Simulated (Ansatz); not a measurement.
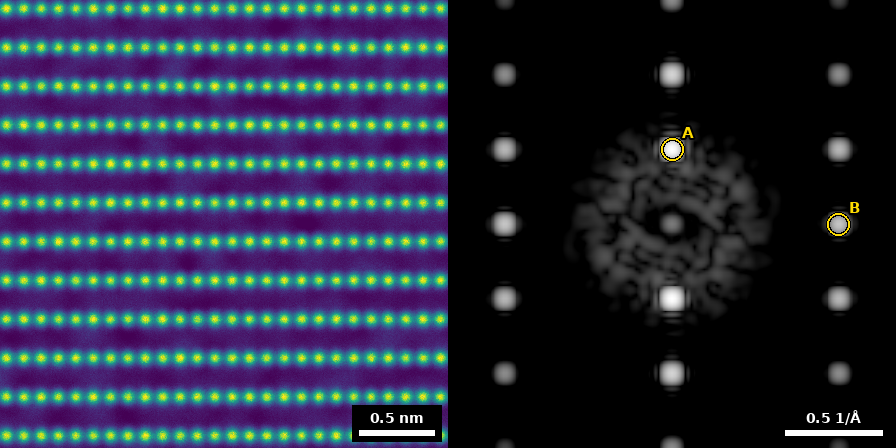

HAADF-like image of Ti (Pm-3m, No. 221) along [210]. Simulated incoherent Z contrast: every atom adds Z^1.7 spread by a probe of 0.77 Å full width; channelling and multiple scattering are left out. Shot noise and the speckle of an amorphous layer were added. Structure: the input geometry of an electronic-structure calculation (not necessarily at equilibrium); the starting structure was generated, so it need not be a known form of this composition.

The right panel is the modulus of the image's Fourier transform on a logarithmic scale.

a = 2.600 Å, b = 2.600 Å, c = 2.600 Å, α = 90.00°, β = 90.00°, γ = 90.00°

Index the marked spots and give their plane spacings (the zone axis points at the viewer; indices equivalent by symmetry, or all signs reversed, are as good).

A: (0 0 -1), d = 2.60 Å; B: (1 -2 0), d = 1.16 Å. A and B enclose 90°, and every spot obeys the zone law hu + kv + lw = 0 for [210].
